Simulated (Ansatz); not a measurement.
**Run report: Au, geometry relaxation (part 3 of 3)**

Au (slab, 24 atoms in the cell); DFT PBE, scalar-relativistic, plane waves, PAW, no spin polarisation (Ansatz 0.2.0); cutoff 420 eV, 2×12×1 k-mesh, Gaussian smearing of 0.1 eV. The structure derives from an entry of the Crystallography Open Database. The input holds or restrains some coordinates. Forces given for the steps count only the free coordinates. It belongs to a series of runs on one base structure; here: flat (0 0 1) slab.

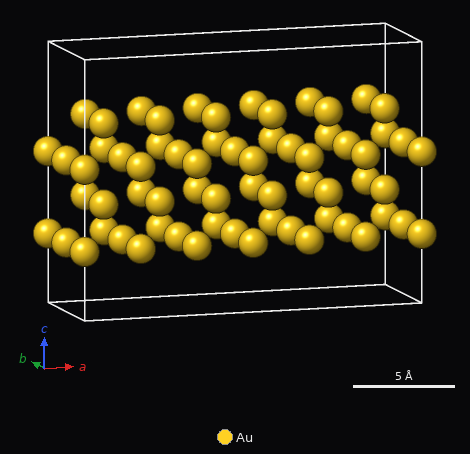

Fig. 1: The geometry at step 2 of the log (spheres-only view of the 1 × 2 repeat of the cell, with the vacuum cut short, seen slightly off an axis).

## Output, continued
```
--- Relaxed structure (3 steps of the walk, 3 accepted, 0 SCFs on fresh bases) ---
  F+E_penalty+E_count = -315578.09957562 eV   max|allowed force component| = 1.471e-3 eV/Å
  atoms:
    - { symbol: Au, position: [0.0, 0.0, 0.0738326082] }
    - { symbol: Au, position: [0.08333333333333334, 0.4999999999999999, 0.17616739179999996] }
    - { symbol: Au, position: [0.16666666666666666, 0.9999999999999998, 0.0738326082] }
    - { symbol: Au, position: [0.24999999999999997, 0.4999999999999999, 0.17616739179999996] }
    - { symbol: Au, position: [0.33333333333333337, 0.9999999999999998, 0.0738326082] }
    - { symbol: Au, position: [0.4166666666666666, 0.4999999999999999, 0.17616739179999996] }
    - { symbol: Au, position: [0.49999999999999994, 0.9999999999999998, 0.0738326082] }
    - { symbol: Au, position: [0.5833333333333333, 0.4999999999999999, 0.17616739179999996] }
    - { symbol: Au, position: [0.6666666666666666, 0.9999999999999998, 0.0738326082] }
    - { symbol: Au, position: [0.75, 0.4999999999999999, 0.17616739179999996] }
    - { symbol: Au, position: [0.8333333333333331, 0.9999999999999998, 0.0738326082] }
    - { symbol: Au, position: [0.9166666666666665, 0.4999999999999999, 0.17616739179999996] }
    - { symbol: Au, position: [-4.867214094003127e-35, -7.687675370183475e-20, 0.2783017497542633] }
    - { symbol: Au, position: [0.08333333333333334, 0.4999999999999999, 0.3791076582551272] }
    - { symbol: Au, position: [0.16666666666666666, 0.9999999999999998, 0.2783017497542633] }
    - { symbol: Au, position: [0.24999999999999997, 0.4999999999999999, 0.3791076582551272] }
    - { symbol: Au, position: [0.33333333333333337, 0.9999999999999998, 0.2783017497542633] }
    - { symbol: Au, position: [0.4166666666666666, 0.4999999999999999, 0.3791076582551272] }
    - { symbol: Au, position: [0.49999999999999994, 0.9999999999999998, 0.2783017497542633] }
    - { symbol: Au, position: [0.5833333333333333, 0.4999999999999999, 0.3791076582551272] }
    - { symbol: Au, position: [0.6666666666666666, 0.9999999999999998, 0.2783017497542633] }
    - { symbol: Au, position: [0.75, 0.4999999999999999, 0.3791076582551272] }
    - { symbol: Au, position: [0.8333333333333331, 0.9999999999999998, 0.2783017497542633] }
    - { symbol: Au, position: [0.9166666666666665, 0.4999999999999999, 0.3791076582551272] }
--- Löwdin populations: 24 sites ---
  site symbol       q [e]
     0     Au     18.9389
     1     Au     18.8159
     2     Au     18.9389
     3     Au     18.8159
     4     Au     18.9389
     5     Au     18.8159
     6     Au     18.9389
     7     Au     18.8159
     8     Au     18.9389
     9     Au     18.8159
    10     Au     18.9389
    11     Au     18.8159
    12     Au     18.8135
    13     Au     18.9366
    14     Au     18.8135
    15     Au     18.9366
    16     Au     18.8135
    17     Au     18.9366
    18     Au     18.8135
    19     Au     18.9366
    20     Au     18.8135
    21     Au     18.9366
    22     Au     18.8135
    23     Au     18.9366
  spilling = 0.006515 (of n_electrons = 456.000000)
```

## File populations.tsv
```
# site	symbol	l	j	q
# orbitals = lowdin
# n_electrons = 456.000000
# spilling = 0.006515
0	Au	0_5S	-	1.997066
0	Au	0_6S	-	1.152350
0	Au	1_5P	-	5.998537
0	Au	2_5D	-	9.790928
1	Au	0_5S	-	1.995367
1	Au	0_6S	-	1.055596
1	Au	1_5P	-	5.998847
1	Au	2_5D	-	9.766083
2	Au	0_5S	-	1.997066
2	Au	0_6S	-	1.152350
2	Au	1_5P	-	5.998537
2	Au	2_5D	-	9.790928
3	Au	0_5S	-	1.995367
3	Au	0_6S	-	1.055596
3	Au	1_5P	-	5.998847
3	Au	2_5D	-	9.766083
4	Au	0_5S	-	1.997066
4	Au	0_6S	-	1.152350
4	Au	1_5P	-	5.998537
4	Au	2_5D	-	9.790928
5	Au	0_5S	-	1.995367
5	Au	0_6S	-	1.055596
5	Au	1_5P	-	5.998847
5	Au	2_5D	-	9.766083
6	Au	0_5S	-	1.997066
6	Au	0_6S	-	1.152350
6	Au	1_5P	-	5.998537
6	Au	2_5D	-	9.790928
7	Au	0_5S	-	1.995367
7	Au	0_6S	-	1.055596
7	Au	1_5P	-	5.998847
7	Au	2_5D	-	9.766083
8	Au	0_5S	-	1.997066
8	Au	0_6S	-	1.152350
8	Au	1_5P	-	5.998537
8	Au	2_5D	-	9.790928
9	Au	0_5S	-	1.995367
9	Au	0_6S	-	1.055596
9	Au	1_5P	-	5.998847
9	Au	2_5D	-	9.766083
10	Au	0_5S	-	1.997066
10	Au	0_6S	-	1.152350
10	Au	1_5P	-	5.998537
10	Au	2_5D	-	9.790928
11	Au	0_5S	-	1.995367
11	Au	0_6S	-	1.055596
11	Au	1_5P	-	5.998847
11	Au	2_5D	-	9.766083
12	Au	0_5S	-	1.995261
12	Au	0_6S	-	1.054384
12	Au	1_5P	-	5.998838
12	Au	2_5D	-	9.764985
13	Au	0_5S	-	1.996990
13	Au	0_6S	-	1.150938
13	Au	1_5P	-	5.998494
13	Au	2_5D	-	9.790170
14	Au	0_5S	-	1.995261
14	Au	0_6S	-	1.054384
14	Au	1_5P	-	5.998838
14	Au	2_5D	-	9.764985
15	Au	0_5S	-	1.996990
15	Au	0_6S	-	1.150938
15	Au	1_5P	-	5.998494
15	Au	2_5D	-	9.790170
16	Au	0_5S	-	1.995261
16	Au	0_6S	-	1.054384
16	Au	1_5P	-	5.998838
16	Au	2_5D	-	9.764985
17	Au	0_5S	-	1.996990
17	Au	0_6S	-	1.150938
17	Au	1_5P	-	5.998494
17	Au	2_5D	-	9.790170
18	Au	0_5S	-	1.995261
18	Au	0_6S	-	1.054384
18	Au	1_5P	-	5.998838
18	Au	2_5D	-	9.764985
19	Au	0_5S	-	1.996990
19	Au	0_6S	-	1.150938
19	Au	1_5P	-	5.998494
19	Au	2_5D	-	9.790170
20	Au	0_5S	-	1.995261
20	Au	0_6S	-	1.054384
20	Au	1_5P	-	5.998838
20	Au	2_5D	-	9.764985
21	Au	0_5S	-	1.996990
21	Au	0_6S	-	1.150938
21	Au	1_5P	-	5.998494
21	Au	2_5D	-	9.790170
22	Au	0_5S	-	1.995261
22	Au	0_6S	-	1.054384
22	Au	1_5P	-	5.998838
22	Au	2_5D	-	9.764985
23	Au	0_5S	-	1.996990
23	Au	0_6S	-	1.150938
23	Au	1_5P	-	5.998494
23	Au	2_5D	-	9.790170
```

## Trajectory as extended XYZ (Å, eV, eV/Å), 3 frames, from step=1 to step=3
```
24
Lattice="17.6414 0.0000 0.0000 0.0000 2.9402 0.0000 0.0000 0.0000 20.3162" Properties=species:S:1:pos:R:3:forces:R:3 step=1 energy=-315578.08865
Au    0.0000    0.0000    1.5000    0.0000   0.0000   0.1107
Au    1.4701    1.4701    3.5791    0.0000   0.0000  -0.0892
Au    2.9402    2.9402    1.5000    0.0000   0.0000   0.1107
Au    4.4103    1.4701    3.5791    0.0000   0.0000  -0.0892
Au    5.8805    2.9402    1.5000    0.0000   0.0000   0.1107
Au    7.3506    1.4701    3.5791    0.0000   0.0000  -0.0892
Au    8.8207    2.9402    1.5000    0.0000   0.0000   0.1107
Au   10.2908    1.4701    3.5791    0.0000   0.0000  -0.0892
Au   11.7609    2.9402    1.5000    0.0000   0.0000   0.1107
Au   13.2310    1.4701    3.5791    0.0000   0.0000  -0.0892
Au   14.7012    2.9402    1.5000    0.0000   0.0000   0.1107
Au   16.1713    1.4701    3.5791    0.0000   0.0000  -0.0892
Au    0.0000    0.0000    5.6581    0.0000   0.0000   0.0892
Au    1.4701    1.4701    7.7372    0.0000   0.0000  -0.1107
Au    2.9402    2.9402    5.6581    0.0000   0.0000   0.0892
Au    4.4103    1.4701    7.7372    0.0000   0.0000  -0.1107
Au    5.8805    2.9402    5.6581    0.0000   0.0000   0.0892
Au    7.3506    1.4701    7.7372    0.0000   0.0000  -0.1107
Au    8.8207    2.9402    5.6581    0.0000   0.0000   0.0892
Au   10.2908    1.4701    7.7372    0.0000   0.0000  -0.1107
Au   11.7609    2.9402    5.6581    0.0000   0.0000   0.0892
Au   13.2310    1.4701    7.7372    0.0000   0.0000  -0.1107
Au   14.7012    2.9402    5.6581    0.0000   0.0000   0.0892
Au   16.1713    1.4701    7.7372    0.0000   0.0000  -0.1107
24
Lattice="17.6414 0.0000 0.0000 0.0000 2.9402 0.0000 0.0000 0.0000 20.3162" Properties=species:S:1:pos:R:3:forces:R:3 step=2 energy=-315578.09465
Au    0.0000    0.0000    1.5000    0.0000   0.0000   0.1062
Au    1.4701    1.4701    3.5791    0.0000   0.0000  -0.1304
Au    2.9402    2.9402    1.5000    0.0000   0.0000   0.1062
Au    4.4103    1.4701    3.5791    0.0000   0.0000  -0.1304
Au    5.8805    2.9402    1.5000    0.0000   0.0000   0.1062
Au    7.3506    1.4701    3.5791    0.0000   0.0000  -0.1304
Au    8.8207    2.9402    1.5000    0.0000   0.0000   0.1062
Au   10.2908    1.4701    3.5791    0.0000   0.0000  -0.1304
Au   11.7609    2.9402    1.5000    0.0000   0.0000   0.1062
Au   13.2310    1.4701    3.5791    0.0000   0.0000  -0.1304
Au   14.7012    2.9402    1.5000    0.0000   0.0000   0.1062
Au   16.1713    1.4701    3.5791    0.0000   0.0000  -0.1304
Au    0.0000    0.0000    5.6477    0.0000   0.0000  -0.0524
Au    1.4701    1.4701    7.6754    0.0000   0.0000   0.0765
Au    2.9402    2.9402    5.6477    0.0000   0.0000  -0.0524
Au    4.4103    1.4701    7.6754    0.0000   0.0000   0.0765
Au    5.8805    2.9402    5.6477    0.0000   0.0000  -0.0524
Au    7.3506    1.4701    7.6754    0.0000   0.0000   0.0765
Au    8.8207    2.9402    5.6477    0.0000   0.0000  -0.0524
Au   10.2908    1.4701    7.6754    0.0000   0.0000   0.0765
Au   11.7609    2.9402    5.6477    0.0000   0.0000  -0.0524
Au   13.2310    1.4701    7.6754    0.0000   0.0000   0.0765
Au   14.7012    2.9402    5.6477    0.0000   0.0000  -0.0524
Au   16.1713    1.4701    7.6754    0.0000   0.0000   0.0765
24
Lattice="17.6414 0.0000 0.0000 0.0000 2.9402 0.0000 0.0000 0.0000 20.3162" Properties=species:S:1:pos:R:3:forces:R:3 step=3 energy=-315578.09958
Au    0.0000    0.0000    1.5000    0.0000   0.0000   0.1085
Au    1.4701    1.4701    3.5791    0.0000   0.0000  -0.1063
Au    2.9402    2.9402    1.5000    0.0000   0.0000   0.1085
Au    4.4103    1.4701    3.5791    0.0000   0.0000  -0.1063
Au    5.8805    2.9402    1.5000    0.0000   0.0000   0.1085
Au    7.3506    1.4701    3.5791    0.0000   0.0000  -0.1063
Au    8.8207    2.9402    1.5000    0.0000   0.0000   0.1085
Au   10.2908    1.4701    3.5791    0.0000   0.0000  -0.1063
Au   11.7609    2.9402    1.5000    0.0000   0.0000   0.1085
Au   13.2310    1.4701    3.5791    0.0000   0.0000  -0.1063
Au   14.7012    2.9402    1.5000    0.0000   0.0000   0.1085
Au   16.1713    1.4701    3.5791    0.0000   0.0000  -0.1063
Au    0.0000    0.0000    5.6540    0.0000   0.0000  -0.0008
Au    1.4701    1.4701    7.7020    0.0000   0.0000  -0.0015
Au    2.9402    2.9402    5.6540    0.0000   0.0000  -0.0008
Au    4.4103    1.4701    7.7020    0.0000   0.0000  -0.0015
Au    5.8805    2.9402    5.6540    0.0000   0.0000  -0.0008
Au    7.3506    1.4701    7.7020    0.0000   0.0000  -0.0015
Au    8.8207    2.9402    5.6540    0.0000   0.0000  -0.0008
Au   10.2908    1.4701    7.7020    0.0000   0.0000  -0.0015
Au   11.7609    2.9402    5.6540    0.0000   0.0000  -0.0008
Au   13.2310    1.4701    7.7020    0.0000   0.0000  -0.0015
Au   14.7012    2.9402    5.6540    0.0000   0.0000  -0.0008
Au   16.1713    1.4701    7.7020    0.0000   0.0000  -0.0015
```

The run was set up as follows.

## Input file
```yaml
crystal:
  lattice:
    - [17.6413806808, 0.0, 0.0]
    - [0.0, 2.9402301135, 0.0]
    - [0.0, 0.0, 20.3162266059]
  atoms:
    - { symbol: Au, position: [0.0, 0.0, 0.0738326082] }
    - { symbol: Au, position: [0.0833333333, 0.5, 0.1761673918] }
    - { symbol: Au, position: [0.1666666667, 1.0, 0.0738326082] }
    - { symbol: Au, position: [0.25, 0.5, 0.1761673918] }
    - { symbol: Au, position: [0.3333333333, 1.0, 0.0738326082] }
    - { symbol: Au, position: [0.4166666667, 0.5, 0.1761673918] }
    - { symbol: Au, position: [0.5, 1.0, 0.0738326082] }
    - { symbol: Au, position: [0.5833333333, 0.5, 0.1761673918] }
    - { symbol: Au, position: [0.6666666667, 1.0, 0.0738326082] }
    - { symbol: Au, position: [0.75, 0.5, 0.1761673918] }
    - { symbol: Au, position: [0.8333333333, 1.0, 0.0738326082] }
    - { symbol: Au, position: [0.9166666667, 0.5, 0.1761673918] }
    - { symbol: Au, position: [0.0, 0.0, 0.2785021753] }
    - { symbol: Au, position: [0.0833333333, 0.5, 0.3808369588] }
    - { symbol: Au, position: [0.1666666667, 1.0, 0.2785021753] }
    - { symbol: Au, position: [0.25, 0.5, 0.3808369588] }
    - { symbol: Au, position: [0.3333333333, 1.0, 0.2785021753] }
    - { symbol: Au, position: [0.4166666667, 0.5, 0.3808369588] }
    - { symbol: Au, position: [0.5, 1.0, 0.2785021753] }
    - { symbol: Au, position: [0.5833333333, 0.5, 0.3808369588] }
    - { symbol: Au, position: [0.6666666667, 1.0, 0.2785021753] }
    - { symbol: Au, position: [0.75, 0.5, 0.3808369588] }
    - { symbol: Au, position: [0.8333333333, 1.0, 0.2785021753] }
    - { symbol: Au, position: [0.9166666667, 0.5, 0.3808369588] }
basis:
  ecutwfc: 420
kpoints:
  mp_grid: { grid: [2, 12, 1] }
hamiltonian:
  xc: pbe
scf:
  occupations: { method: gaussian, width: 0.1 }
output:
  forces: true
  eigenvalues: true
  populations: true
relax:
  adjacent_minimum: "off"
  f_tol: 0.02
  max_steps: 45
  constraints: [{ sites: [0, 1, 2, 3, 4, 5, 6, 7, 8, 9, 10, 11] }]
efield:
  axis: 3
  dipole_correction: true
  ramp_width: 0.04
```

Launched with:
```bash
ansatz run input.yaml --threads 4 --pin off --max-ram 11264MiB --backend cpu --events-out ev --progress --plain --runs-dir out
```

## Results in brief

- outcome: converged under the restraints of the input
- electrons treated: 456
- free energy: −315578.0996 eV
- Fermi energy: 4.827 eV
- gap on the k-point mesh: none (metallic)
- final volume: 1053.80 Å³
- largest force (length of the vector) at the end, held atoms and coordinates included: 0.109 eV/Å
- hardware: 4 threads of Intel Xeon @ 2.50GHz (Skylake/Cascade Lake), 189 GiB of memory available, shared host
- wall time: 13 min (CPU time 41 min)
- peak memory: 6.3 GiB

## Remarks

Spin–orbit coupling is left out, which matters for Au.
